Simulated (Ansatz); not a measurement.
Run report: PtTe₂, single-point calculation

- system: PtTe₂ (P-3m1, 3 atoms in the cell)
- method: DFT, PBE, plane waves, PAW, no spin polarisation (Ansatz 0.2.0)

The structure derives from an entry of the Crystallography Open Database.

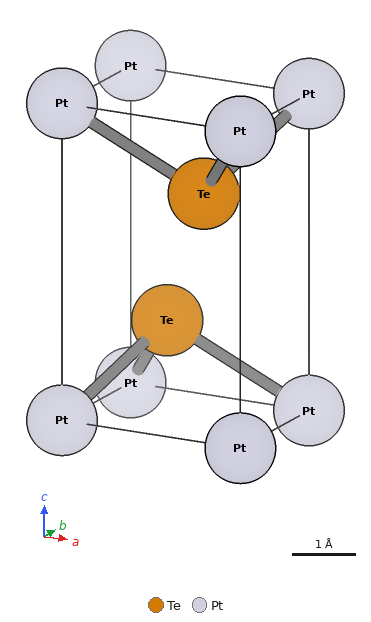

**Figure 1.** The input geometry (ball-and-stick view of the cell of the calculation, seen slightly off an axis). An atom can appear more than once, as a periodic image.

**Input file**
```yaml
crystal:
  lattice:
    - [4.0597560715, -2.916735016393e-11, 2.049095353027e-19]
    - [-2.029878035725, 3.515851891102, 5.598232613831e-19]
    - [2.658010219884e-19, 9.919829187073e-19, 5.105334681799]
  atoms:
    - { symbol: Te, position: [0.3333333333333, 0.6666666666667, 0.2657259878202] }
    - { symbol: Te, position: [0.6666666666667, 0.3333333333333, 0.7342740121798] }
    - { symbol: Pt, position: [1.68686299334e-34, 3.612978209331e-35, 1.10944212007e-19] }
basis:
  ecutwfc: 420
  ecutrho_ratio: 4
  xc_grid: 2
kpoints:
  mp_grid: { grid: [8, 8, 6] }
hamiltonian:
  xc: pbe
scf:
  occupations: { method: fermi_dirac, width: 0.025 }
output:
  forces: true
  stress: true
  write_density: true
  write_potential: true
  elf: true
  volumetric_format: npy
```

Machine: 4 threads of Arm Neoverse V2, 24 GiB of memory available, shared host.

Launched with:
```bash
ansatz run input.yaml --threads 4 --pin off --max-ram 8192MiB --backend cpu --events-out ev --progress --plain --runs-dir out
```

**The program's output**
```
Engine: ansatz 0.2.0, aarch64-unknown-linux-gnu
Pseudopotentials: kind: paw
Pseudopotential: Te, paw, valence charge 16, recommended cutoff 420 eV (normal), Te.paw.azcp
Pseudopotential: Pt, paw, valence charge 18, recommended cutoff 420 eV (normal), Pt.paw.azcp
Functional definition: PBE
  parameter kappa = 0.804
  parameter beta = 0.06672455060314922
  exchange = pbe_x(kappa = kappa, mu = beta*pi^2/3)
  correlation = pbe_c(beta = beta)
Crystal: 3 atoms, lattice volume = 72.871 Å³
Basis set: ecut = 420 eV, 1409 PW (Γ), exchange–correlation on 60×60×72 points (8 copies of the dense FFT grid, shifted against one another)
Bands: 30, of which v1, the nominal top of the filled ones, is band 25 counted from 1 (24 counted from 0)
Symmetry: 12 space group operations
Space group: P-3m1 (ITA 164), of the structure as read, at distance tolerance 4.2e-5 Å
k-points: 50 of 384
Non-local potential: Te, projectors of the file, l = 0: 2, l = 1: 2, l = 2: 2, l = 3: 2
Non-local potential: Pt, projectors of the file, l = 0: 3, l = 1: 2, l = 2: 2, l = 3: 1
PAW form: soft (Blöchl's): semilocal exchange-correlation on the pseudo side does not see the compensation charge
PAW one-centre angular grid: Te, 590 points (default); XC on 64 Gauss nodes
PAW one-centre angular grid: Pt, 590 points (default); XC on 64 Gauss nodes
Initial density: superposition of atomic densities (neutral atoms: chi_scale 0, normalization atom), corrected by the library's trained network
Initial wavefunctions: pseudopotential atomic-orbital guess
Functional: x = pbe(κ = 0.804, μ = 0.2195149727645171), c = pbe(β = 0.06672455060314922)
SCF iter   1: F=—  HF=-26484.060504 eV  |F-HF|=—  |Δ(HF+E_count)|=         —  Δρ=3.19e-3  dr2=6.96e-3  ethr=1.77e-3  ⟨swp⟩=6.7  Hψ=6602  notcnv=0
preconditioner: auto → LDOS  [metal: Δε(μ)=0.107 eV  Ē_g=8.954 eV  σ=0.025 eV  W_gap=0.49  n_scr=22 (ndim 8)  ℏωp=20.4 eV  f_vac=0.010  D(μ)=1.22/eV (n_scr^D=2)  β→1.0]
SCF iter   2: F=—  HF=-26484.061193 eV  |F-HF|=—  |Δ(HF+E_count)|=   6.89e-4  Δρ=1.90e-3  dr2=4.30e-3  ethr=1.39e-5  ⟨swp⟩=3.0  Hψ=3453  notcnv=0  defer=28
preconditioner: auto → Kerker (q_TF=auto, 2.562 Å⁻¹)  [metal: Δε(μ)=0.101 eV  Ē_g=8.957 eV  σ=0.025 eV  W_gap=0.50  n_scr=22 (ndim 8)  ℏωp=20.4 eV  f_vac=0.009  D(μ)=1.23/eV (n_scr^D=2)  β→0.5]
SCF iter   3: F=—  HF=-26484.059742 eV  |F-HF|=—  |Δ(HF+E_count)|=   1.45e-3  Δρ=5.15e-4  dr2=1.16e-4  ethr=8.59e-6  ⟨swp⟩=2.0  Hψ=2742  notcnv=0  defer=28
SCF iter   4: F=—  HF=-26484.059805 eV  |F-HF|=—  |Δ(HF+E_count)|=   6.37e-5  Δρ=1.50e-4  dr2=1.70e-5  ethr=2.32e-7  ⟨swp⟩=2.0  Hψ=1935  notcnv=0  defer=28
SCF iter   5: F=—  HF=-26484.059830 eV  |F-HF|=—  |Δ(HF+E_count)|=   2.45e-5  Δρ=4.14e-5  dr2=2.29e-6  ethr=3.40e-8  ⟨swp⟩=2.0  Hψ=1995  notcnv=0  defer=28
SCF iter   6: F=—  HF=-26484.059831 eV  |F-HF|=—  |Δ(HF+E_count)|=   9.39e-7  Δρ=1.38e-5  dr2=2.35e-7  ethr=4.57e-9  ⟨swp⟩=2.0  Hψ=1984  notcnv=0  defer=28
SCF iter   7: F=-26484.059831 eV  HF=-26484.059831 eV  |F-HF|=6.77e-9  |Δ(HF+E_count)|=   9.42e-8  Δρ=6.10e-6  dr2=4.36e-8  ethr=2.00e-10  ⟨swp⟩=11.5  Hψ=10172  notcnv=0
SCF 1 converged in 7 iterations: F = -26484.059831 eV  dr2 = 4.36e-8
  greatest PAW one-centre occupation: 1.000 electrons in one spin orbital (limit 2), on the Pt atom at site 2 (counted from 0), in its partial waves of l = 0
SCF converged after 7 iterations
Free energy (F): -26484.059831 eV
Harris-Foulkes:  -26484.059831 eV  (|F-HF|=6.77e-9)
Internal energy: -26484.057508 eV  (E = F + TS)
E sigma→0 (E₀):  -26484.058669 eV
Entropy (-TS):   -0.002323 eV (-0.774 meV/atom)
Fermi energy:    13.895336 eV
--- Per-component energies (eV) ---
  E_band       = -691.265914
  E_kinetic    = 1001.342374
  E_local      = -4372.264306  (includes V_loc(G=0)·N_el)
  E_nonlocal   = -421.380785
  E_hartree    = 2331.871464
  E_xc         = -511.864669
  E_vxc        = -513.208839  (∫ρ·V_xc dr)
  E_paw        = -18779.292941  (= ΣΔE_a)
  E_vpaw       = -1049.501811  (= ΣTr[D̂ρ^β])
  E_aug_tail   = -0.000143  (compensation charges beyond the density's cutoff)
  E_ewald      = -5732.468501
  E_smearing   = -0.002323  (= −TS)
  E_closure    = 0.000000  (closes the sum)
  Σ components = -26484.059831   (vs F -26484.059831, Δ=0.00e0)
--- Forces (eV/Å), atoms counted from 1 ---
  atom   1  Te     0.00000000     0.00000000    -0.00379293
  atom   2  Te    -0.00000000    -0.00000000     0.00379293
  atom   3  Pt     0.00000000    -0.00000000     0.00000000
  max |Σ_I F_I| component: 1.30e-18 eV/Å
--- Stress (GPa, compression-positive) ---
        3.363793      -0.000000       0.000000
       -0.000000       3.363793       0.000000
        0.000000       0.000000       3.326809
  P = ⅓ Tr σ = 3.3515 GPa (33.515 kbar)
--- Band table (eV; the first three rows and the last of 50) ---
  k-point 0: bands = ["-85.1644", "-39.4238", "-39.4238", "-39.3424", "-23.6877", "-23.6877", "-23.6747", "-23.6679", "-23.6674", "-23.6674", "-23.6666", "-23.6666", "-23.6578", "-23.6578", "-0.1541", "3.4167", "7.1869", "8.2578", "8.2578", "10.2136", "10.2136", "11.2589", "13.4003", "13.4003", "14.6872", "14.6872", "15.4806", "16.5137", "18.0624", "19.8751"]
  k-point 1: bands = ["-85.1644", "-39.4238", "-39.4238", "-39.3424", "-23.6866", "-23.6866", "-23.6745", "-23.6699", "-23.6699", "-23.6680", "-23.6646", "-23.6646", "-23.6584", "-23.6584", "-0.0126", "2.9376", "7.7704", "8.2868", "8.2868", "10.2010", "10.2010", "11.2942", "13.1200", "13.1200", "14.7327", "15.0712", "15.0712", "16.7485", "18.6098", "19.6872"]
  k-point 2: bands = ["-85.1644", "-39.4238", "-39.4238", "-39.3425", "-23.6841", "-23.6841", "-23.6742", "-23.6728", "-23.6728", "-23.6682", "-23.6632", "-23.6632", "-23.6594", "-23.6594", "0.4001", "2.0264", "8.3468", "8.3468", "8.8936", "10.1792", "10.1792", "11.4212", "12.7264", "12.7264", "13.3888", "15.7474", "15.7474", "17.4838", "19.2133", "19.2133"]
  k-point 49: bands = ["-85.1644", "-39.4262", "-39.4254", "-39.3422", "-23.6810", "-23.6798", "-23.6782", "-23.6678", "-23.6664", "-23.6658", "-23.6645", "-23.6644", "-23.6633", "-23.6621", "2.0804", "2.2739", "7.4340", "7.8582", "8.6028", "9.3112", "10.0414", "10.2456", "10.4990", "11.2611", "11.3208", "16.2695", "16.5151", "19.3301", "19.9830", "21.0847"]
```

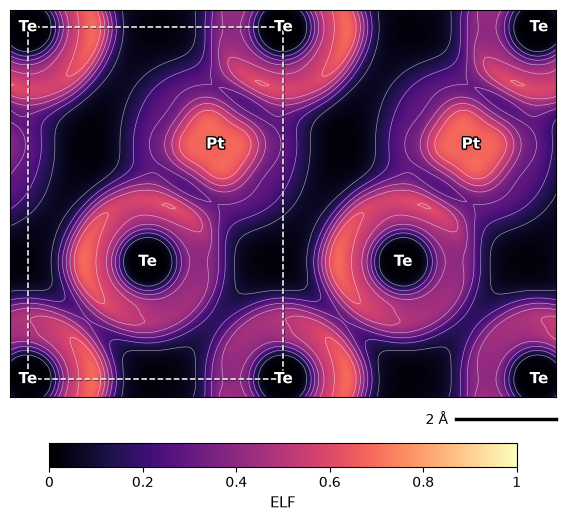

**Figure 2.** ELF on the (110) plane of the conventional cell. Te–Pt (2.71 Å): the ELF is about 0.50 at the midpoint. The strong features right at Pt lie inside the PAW spheres (semicore, d or f shells) and say nothing about bonding. In a PAW calculation such maps are meaningful between the atoms, not at the nuclei.

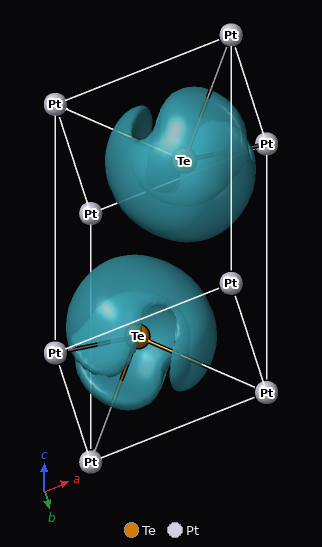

**Figure 3.** Isosurface of the ELF at 0.5 (cyan), seen at an oblique angle. Only the valence region is drawn (cores and ρ < 0.01 e/Å³ removed). Sticks mark near contacts. The outline is the cell set on symmetry axes. Values along the shortest contacts: Te–Pt (2.71 Å): the ELF is about 0.50 at the midpoint.

**Key numbers**

| quantity | value |
| --- | --- |
| outcome | converged |
| space group (tolerance 0.01 Å) | P-3m1 (164) |
| electrons treated | 50 |
| free energy | −26484.0598 eV |
| Fermi energy | 13.895 eV |
| pressure | 3.35 GPa |
| largest force (length of the vector) | 0.004 eV/Å |
| wall time | 1.7 s (CPU time 6.2 s) |
| peak memory | 0.43 GiB |

**Remarks**

Settings chosen away from the usual ones: basis.xc_grid = 2, scf.occupations.method = "fermi_dirac", scf.occupations.width = 0.025. Spin–orbit coupling is left out, which matters for Pt.
